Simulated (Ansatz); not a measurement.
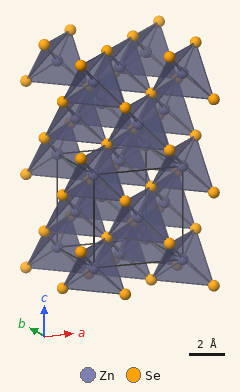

Starting structure of crystalline ZnSe (set up in F-43m). Style: polyhedral. Shown: the conventional cell (4 times the calculation's cell), repeated 1 × 1 × 2 with one cell outlined, slightly off an axis. Lengths and directions refer to the drawn axes.

Case: relaxed at 6 GPa.

The calculation used DFT PBEsol, scalar-relativistic, plane waves, PAW in Ansatz.

Input
```yaml
crystal:
  lattice:
    - [0.0, 2.8166002289, 2.8166002289]
    - [2.8166002289, 0.0, 2.8166002289]
    - [2.8166002289, 2.8166002289, 0.0]
  atoms:
    - { symbol: Zn, position: [0.0, 0.0, 0.0] }
    - { symbol: Se, position: [0.75, 0.75, 0.75] }
basis:
  ecutwfc: 420
kpoints:
  mp_grid: { grid: [8, 8, 8] }
hamiltonian:
  xc: pbesol
scf:
  occupations: { method: fixed }
output:
  forces: true
  stress: true
  eigenvalues: true
relax:
  adjacent_minimum: "off"
  f_tol: 0.001
  max_steps: 60
  cell: { stress_tol: 0.02, p_target: 6.0 }
```

Launched with:
```bash
ansatz run input.yaml --threads 1 --pin off --max-ram 3072MiB --backend cpu --events-out ev --progress --plain --runs-dir out
```

Q: Predict the outcome.

A: After 3 accepted moves (4 points after the start) the energy has risen by 28.9 meV per atom. With the target pressure of 6 GPa, the enthalpy E + pV changes by −33.1 meV per atom. All forces vanish by symmetry, so only the cell relaxes. The pressure goes from 0.01 to 6.00 GPa. At 1 point the geometry stayed and the basis and grid were re-selected for the new cell (energy shift of 0.5 meV per atom at most each time). No atom moves by more than 0.005 Å relative to the cell. The drawn cell changes as follows: a = b = c 5.633 → 5.490 Å (−2.5 %); the volume changes by −7.4 %. Near-neighbour distances that change, for instance: Zn1–Se2 2.439 → 2.377 Å. The space group stays F-43m (No. 216). Cost: 34 s on 1 thread of Intel(R) Xeon(R) Processor @ 2.50GHz (Skylake/Cascade Lake), on a shared host, peak memory 0.36 GiB.

After the run, drawn alike:

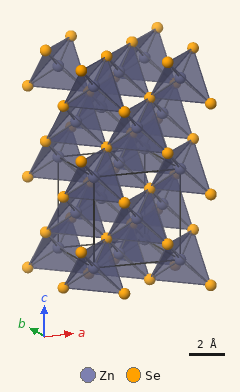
